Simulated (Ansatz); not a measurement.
# HfC: what the fields show

```yaml
crystal:
  lattice:
    - [3.14684, 0.00000, 0.00000]
    - [0.00000, 3.14684, 0.00000]
    - [0.00000, 0.00000, 3.90706]
  atoms:
    - { symbol: Hf, position: [0.00000, 0.00000, 0.50000] }
    - { symbol: C, position: [0.50000, 0.50000, 0.50000] }
```

Space group P4/mmm; a structure generated by program, which may or may not match a known phase.

All numbers below come from DFT PBE, scalar-relativistic, plane waves, PAW in Ansatz 0.2.0.

The density is the valence pseudo-density of a PAW calculation; it isn't the true density close to the nuclei.

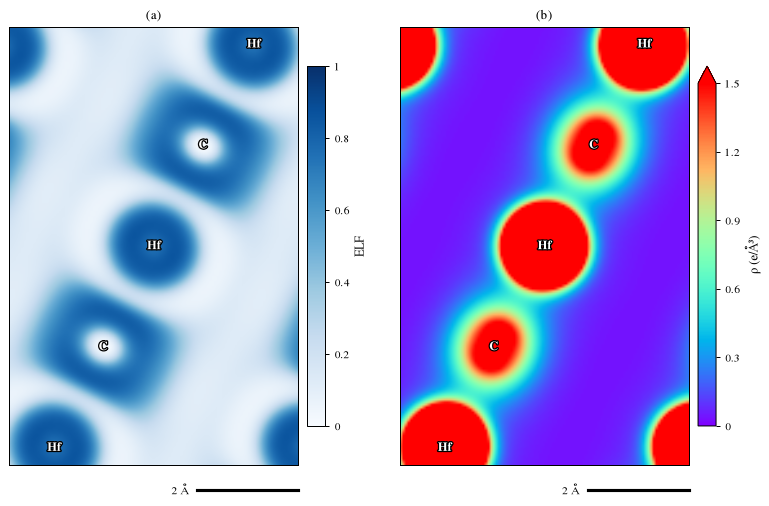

Figure 1. (a) ELF; (b) valence pseudo-density on the (111) plane of the conventional cell.

Describe what can be read from this map.

Answer. Atoms in the plane: Hf and C.
Hf–C (2.23 Å): ρ at the midpoint is about 0.63 e/Å³; the ELF peaks at about 0.80 in the valence shell of C, 0.7 Å from its nucleus, and is about 0.25 at the midpoint: no localised pair shows between them.
Between the atoms the lowest density in this plane is 0.04 e/Å³.
The features right at Hf lie inside the PAW spheres, where the map follows smoothed inner orbitals and isn't to be read closely.

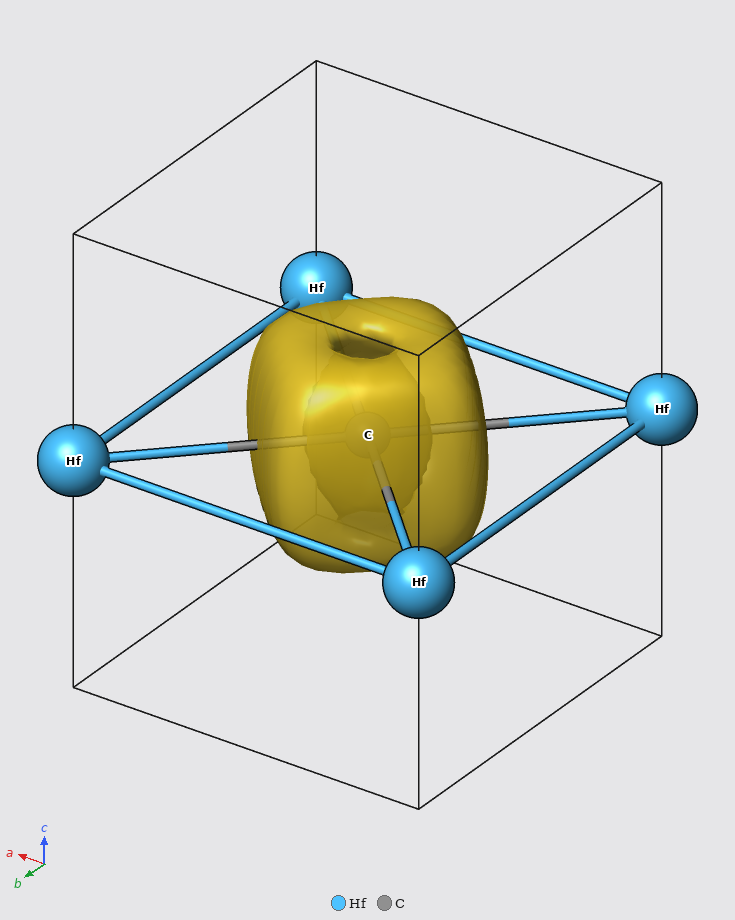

Figure 2. Isosurface of the ELF at 0.7 (yellow), seen at an oblique angle. Only the valence region is drawn (cores and ρ < 0.01 e/Å³ removed). Sticks mark near contacts.

Identify the bonds, lone pairs and shells in this picture.

Answer. At this value the surface marks out one region wrapped around C (its valence shell), counted in one cell of 2 atoms. Regions shared between cells count once. Along the contacts the grid gives the following. Hf–Hf (3.15 Å): the ELF is about 0.30 at the midpoint; no localised pair shows between them.

Does the calculation give a band gap?

Answer. It is gapless in this calculation (a metal or semimetal).
